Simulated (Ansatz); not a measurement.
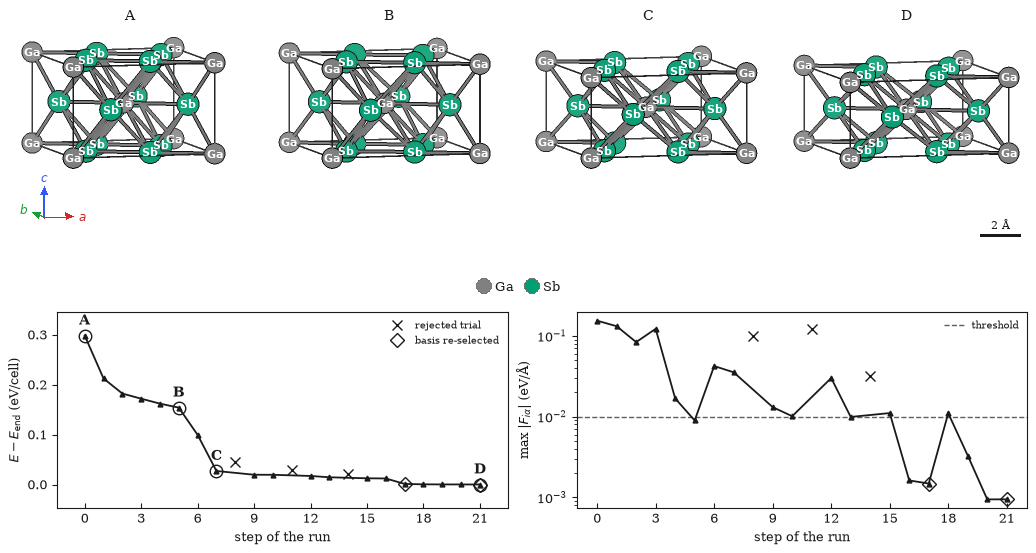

Frames of a relaxation of solid GaSb4 (a generated structure, set up in I4/m), marked on the history of the run. A ball-and-stick model of the conventional cell (2 times the calculation's cell), seen slightly off an axis. Lengths and directions refer to the drawn axes.

These are results of DFT PBE, scalar-relativistic, plane waves, PAW (Ansatz), not measurements.

The input:
```yaml
crystal:
  lattice:
    - [-3.69144582, 3.69144582, 2.29188388]
    - [3.69144582, -3.69144582, 2.29188388]
    - [3.69144582, 3.69144582, -2.29188388]
  atoms:
    - { symbol: Ga, position: [0.0, 0.0, 0.0] }
    - { symbol: Sb, position: [0.60341642, 0.20474353, 0.80815995] }
    - { symbol: Sb, position: [0.39658358, 0.79525647, 0.19184005] }
    - { symbol: Sb, position: [0.20474353, 0.39658358, 0.60132711] }
    - { symbol: Sb, position: [0.79525647, 0.60341642, 0.39867289] }
basis:
  ecutwfc: 420
kpoints:
  mp_grid: { grid: [10, 10, 10] }
hamiltonian:
  xc: pbe
scf:
  occupations: { method: gaussian, width: 0.1 }
output:
  forces: true
  stress: true
  eigenvalues: true
relax:
  adjacent_minimum: "off"
  f_tol: 0.01
  max_steps: 80
  cell: { stress_tol: 0.05 }
```

Run as
```bash
ansatz run input.yaml --threads 1 --pin off --max-ram 2560MiB --backend cpu --events-out ev --progress --plain --runs-dir out
```

> What happens along the run?

The largest moves relative to the cell, 0.015 Å, are those of Sb2, Sb3, Sb4 and Sb5. Sb4 goes along [−2 1 0]. Ga stays in place. Cell: a = b 7.383 → 8.268 Å (+12.0 %), c 4.584 → 3.816 Å (−16.7 %). Volume +4.4 %. Near-neighbour distances that change, for instance: Sb2–Sb3 3.387 → 3.794 Å, Sb2–Sb4 3.266 → 3.672 Å, Ga1–Sb2 3.295 → 3.675 Å, Sb2–Sb3 (another image) 3.222 → 3.156 Å. Among the angles between lasting bonds that change: Sb2–Sb4–Sb2 87.5° → 70.8°, Sb2–Sb4–Sb5 90.9° → 107.4°, Sb5–Sb4–Sb5 90.7° → 74.4°. The space group stays I4/m (No. 87). Over 16 accepted moves (21 points after the start) the energy falls by 0.298 eV per cell of the calculation. Largest force component: 0.15 eV/Å at the start, 0.00095 eV/Å at the end. The pressure goes from 3.40 to −0.02 GPa. The line search rejected the trial steps at points 8, 11, 14 of the run. At 2 points the geometry stayed and the basis and grid were re-selected for the new cell (energy shift of 11.0 meV per cell of the calculation at most each time). From step 0 to 5: Sb atoms move most (0.11 Å), volume +7.0 %, energy −0.144 eV per cell of the calculation. From step 5 to 7: Sb atoms move most (0.08 Å), volume −0.5 %, energy −0.127 eV per cell of the calculation. From step 7 to 21: Sb atoms move most (0.11 Å), volume −2.0 %, energy −27.0 meV per cell of the calculation.

```
step  E − E(0), meV/atom  largest force component, eV/Å  pressure, GPa  volume, Å³/atom                      note
   0                0.00                         0.1540           3.40           24.985                          
   1              -17.18                         0.1316          -1.36           27.223                          
   2              -23.22                         0.0836          -0.37           26.754                          
   3              -25.27                         0.1221           0.88           26.466                          
   4              -27.25                         0.0168           0.18           26.651                          
   5              -28.87                         0.0090           0.02           26.729                          
   6              -39.77                         0.0423          -0.13           26.758                          
   7              -54.24                         0.0354           0.02           26.606                          
   8              -50.62                         0.0995          -0.07           26.561                  rejected
   9              -55.74                         0.0131          -0.24           26.671                          
  10              -55.75                         0.0101          -0.26           26.670                          
  11              -53.71                         0.1199           1.18           25.696                  rejected
  12              -56.23                         0.0300          -0.08           26.313                          
  13              -56.75                         0.0099          -0.02           26.154                          
  14              -55.55                         0.0321           0.36           25.554                  rejected
  15              -57.16                         0.0111          -0.03           26.032                          
  16              -57.23                         0.0016           0.02           25.980                          
  17              -59.42                         0.0015           0.22           25.980  same geometry, new basis
  18              -59.57                         0.0110          -0.09           26.069                          
  19              -59.61                         0.0033           0.08           26.035                          
  20              -59.62                         0.0009          -0.02           26.084                          
  21              -59.64                         0.0009          -0.02           26.084  same geometry, new basis
```
